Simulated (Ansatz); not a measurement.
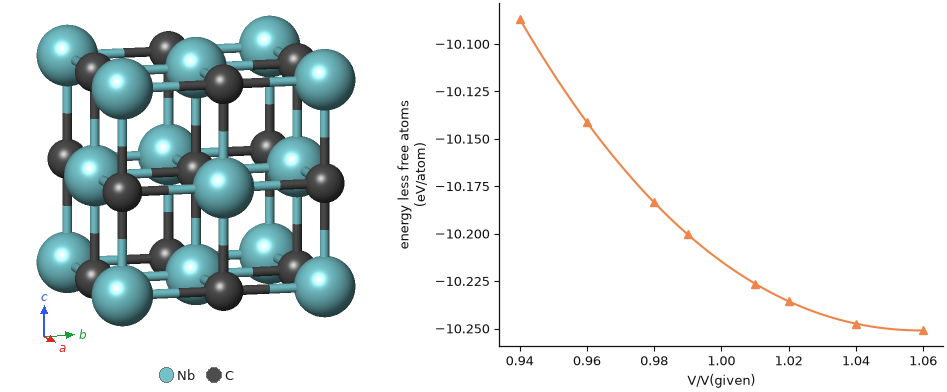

The picture above shows the energy less free atoms against V/V(given) for NbC, space group Fm-3m (No. 225). The conventional cell is drawn beside the plot.

Structure:
```cif
data_structure
_symmetry_space_group_name_H-M 'P 1'
_symmetry_Int_Tables_number 1
_cell_length_a 3.1113
_cell_length_b 3.1113
_cell_length_c 3.1113
_cell_angle_alpha 60.000
_cell_angle_beta 60.000
_cell_angle_gamma 60.000
_cell_volume 21.30
loop_
_atom_site_label
_atom_site_type_symbol
_atom_site_fract_x
_atom_site_fract_y
_atom_site_fract_z
_atom_site_occupancy
Nb1 Nb 0.00000 0.00000 0.00000 1
C1 C 0.50000 0.50000 0.50000 1
```

Computed with Ansatz 0.2.0: periodic Kohn-Sham DFT of a crystal at fixed atoms, scaled to the stated factor times the given cell; pressure positive in compression, energy less spherical unpolarised free atoms. Level: PBE.

method all-electron LAPW; relativity scalar; k mesh 14×14×14; occupations Fermi–Dirac; smearing width 0.08 eV; basis error target 0.25 (meV/atom); nucleus Gaussian.

V(given) is 10.65 Å³/atom.

From this curve and the settings, what does the calculation give for the pressure at the same points?

The pressure falls from 46.0 GPa at V/V(given) 0.94 to −0.2 GPa at 1.06, and changes sign near 1.06.

```
V/V(given)  pressure (GPa)
      0.94            46.0
      0.96            36.3
      0.98            27.5
      0.99            23.4
      1.01            15.8
      1.02            12.2
      1.04             5.7
      1.06            -0.2
```
